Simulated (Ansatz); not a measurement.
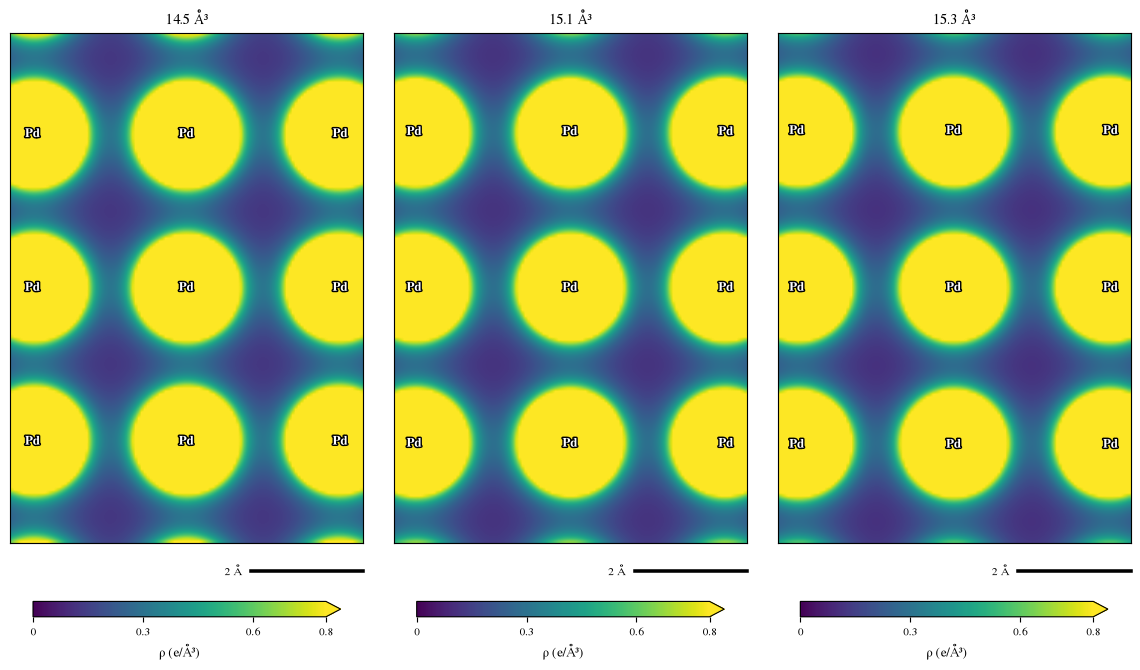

Pd. The valence pseudo-density of cells scaled evenly to different volumes (given per atom above each panel), on the (101) plane of each (indices in the axes of the cell below), at one length scale and on one colour scale.

Theory: Kohn-Sham DFT of a periodic cell, LDA, spin-orbit coupling, Ansatz PAW (Ansatz).

The largest cell:

```
Pd
1.0
     0.00000    1.97211    1.97211
     1.97211    0.00000    1.97211
     1.97211    1.97211    0.00000
Pd
1
Direct
  0.00000 0.00000 0.00000
```

| volume (Å³/atom) | Pd–Pd contact in the plane (Å) | ρ at its midpoint (e/Å³) | pressure (GPa) | 
| --- | --- | --- | --- |
| 14.46 | 2.734 | 0.313 | −4.7 | 
| 14.75 | 2.753 | ? | ? | 
| 15.05 | 2.771 | 0.293 | −11.9 | 
| 15.34 | 2.789 | 0.284 | −14.8 | 

**Estimate the missing row, and compare with the calculation.**

Over the known rows ln ρ falls by 1.77 per Å of Pd–Pd distance (a least-squares line), which gives 0.303 e/Å³ at 2.753 Å; the calculation gives 0.302 e/Å³. For the pressure, a straight line in volume between the neighbouring rows gives −8.2 GPa; the calculation gives −8.6, lower because pressure rises ever faster on compression.
